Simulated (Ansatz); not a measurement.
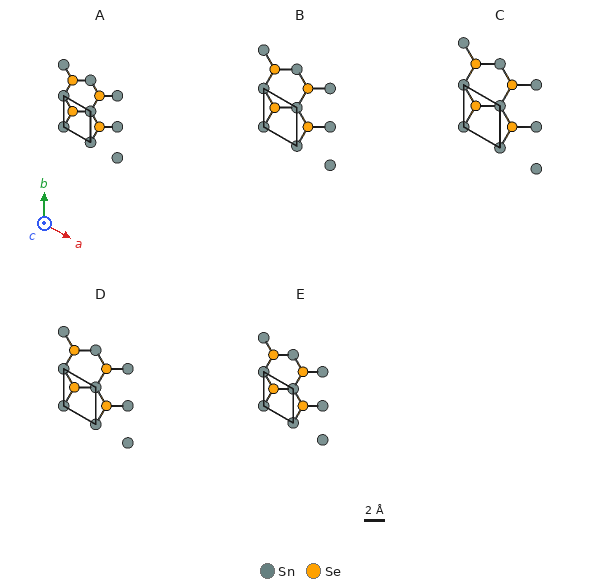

5 geometries from one relaxation of solid SnSe2 (a generated structure, set up in P-6m2) (coarse preliminary run), in shuffled order. A ball-and-stick model of the cell of the calculation, repeated 2 × 2 × 1 with one cell outlined, seen along the c axis.

All numbers below come from Ansatz, DFT PBE+D3(BJ), scalar-relativistic, plane waves, PAW. Settings: plane-wave cutoff 420 eV; k-point mesh 6 × 6 × 4; occupations gaussian; smearing width 0.1 eV; no spin polarisation; cell and atoms relaxed; force threshold 0.04 eV/Å; at most 70 steps.

Order the frames from highest to lowest energy.

Answer. A, E, D, B, C. They are steps 0, 2, 4, 7, 13, at +2037 meV per atom, +367 meV per atom, +133 meV per atom, +91.8 meV per atom relative to the last. Over 11 accepted moves (13 points after the start) the energy falls by 2037 meV per atom. Largest force component: 8.7 eV/Å at the start, 0.031 eV/Å at the end. Pressure: 85.14 GPa at the start and 0.12 GPa at the end. The SCF was repeated twice at an unchanged geometry on a basis and grid sized afresh for the cell, which shifted the energy by 43.3 meV per atom at most. The largest moves relative to the cell, 0.24 Å, are those of Se atoms. Sn stays in place. Cell: a = b 3.112 → 4.208 Å (+35.2 %), c 6.193 → 5.761 Å (−7.0 %). Volume +70.2 %. Near-neighbour distances that change, for instance: Se–Se 3.112 → 4.208 Å, Se–Se 3.150 → 2.455 Å, Se–Sn 2.354 → 2.939 Å. Among the angles between lasting bonds that change: Se–Sn–Se 80.5° → 68.5°, Sn–Se–Sn 82.7° → 91.5°, Se–Sn–Se 82.7° → 91.5°. The space group stays P-6m2 (No. 187).
